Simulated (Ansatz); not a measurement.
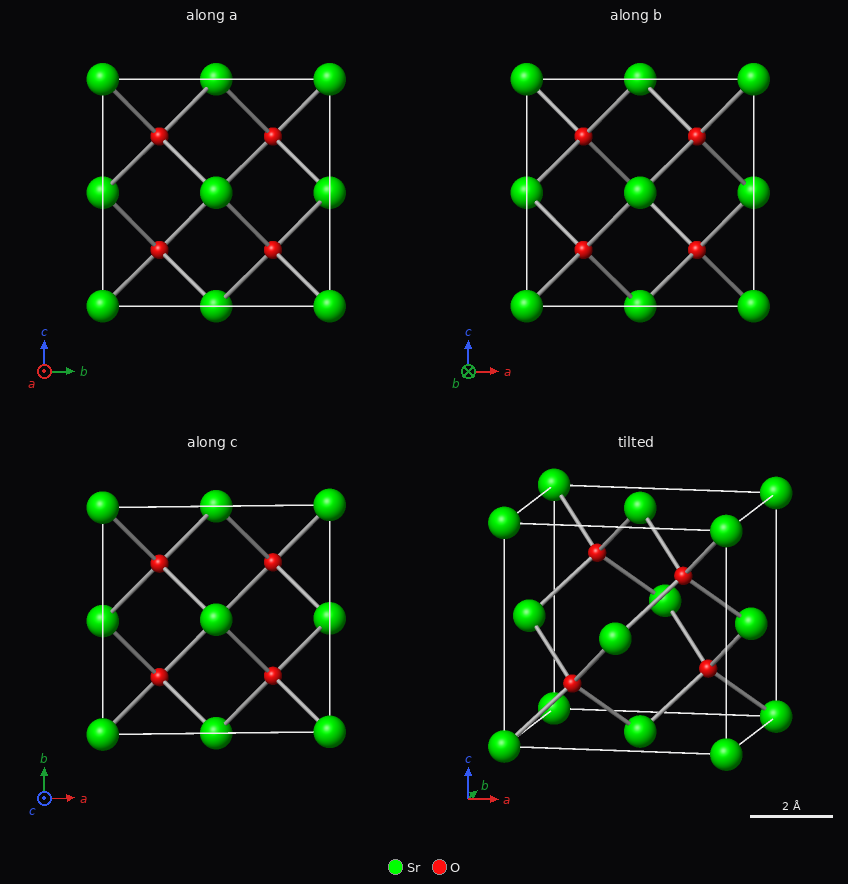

The image is a ball-and-stick drawing of a crystal, viewed along the a axis, along the b axis, along the c axis and slightly off an axis. The lines enclose the drawn cell (a repeat of the simulation cell); boundary atoms appear with their images.

Lattice parameters: a = 5.5847 Å, b = 5.5847 Å, c = 5.5846 Å, α = 90.000°, β = 90.000°, γ = 89.324°.

### Give the structure in the form of a CIF in P1 with every atom of the cell, with free fractional coordinates to two decimals.

```cif
data_structure
_symmetry_space_group_name_H-M 'P 1'
_symmetry_Int_Tables_number 1
_cell_length_a 5.5847
_cell_length_b 5.5847
_cell_length_c 5.5846
_cell_angle_alpha 90.000
_cell_angle_beta 90.000
_cell_angle_gamma 89.324
_cell_volume 174.16
loop_
_atom_site_label
_atom_site_type_symbol
_atom_site_fract_x
_atom_site_fract_y
_atom_site_fract_z
_atom_site_occupancy
Sr1 Sr 0.00 0.00 0.00 1
Sr2 Sr 0.50 0.50 0.00 1
O1 O 0.25 0.25 0.25 1
O2 O 0.75 0.75 0.25 1
Sr3 Sr 0.50 0.00 0.50 1
O3 O 0.75 0.25 0.75 1
Sr4 Sr 0.00 0.50 0.50 1
O4 O 0.25 0.75 0.75 1
```

Origin of the cell: a structure type filled with these elements by a generator (whether the compound takes this form wasn't checked). The cell was then strained or its atoms displaced on purpose. Ansatz was used for an electronic-structure calculation on it.
